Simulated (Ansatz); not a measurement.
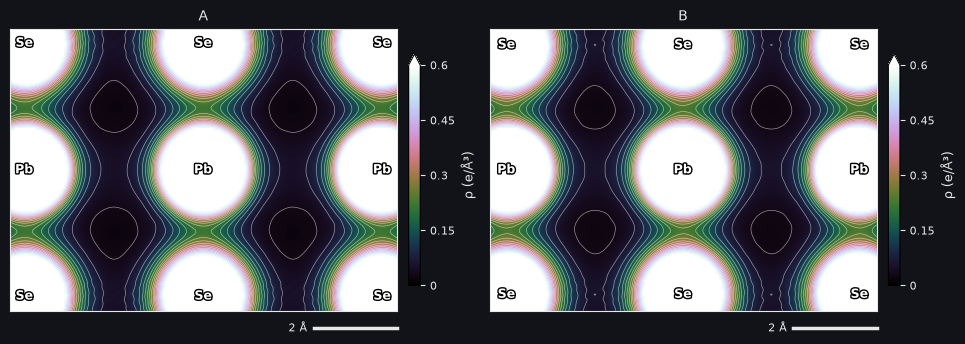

PbSe. The valence pseudo-density of two cells that differ in size, on the (011̄) plane of each (indices in the axes of the calculation cell), at one length scale and on one colour scale: A has 28.1 Å³ an atom and B 27.0.

All numbers below come from Kohn-Sham DFT of a periodic cell, PBEsol0, Ansatz PAW (Ansatz 0.2.0).

In a PAW calculation such maps are meaningful between the atoms, not at the nuclei.

Q: What changes from the larger cell to the smaller?

A: From the larger cell to the smaller, Pb–Se goes from 3.04 to 3.00 Å, and the density at its midpoint from 0.22 to 0.23 e/Å³; the pressure goes from 0.5 to 3.1 GPa; the Kohn–Sham gap goes from 1.1 eV to 0.95 eV.
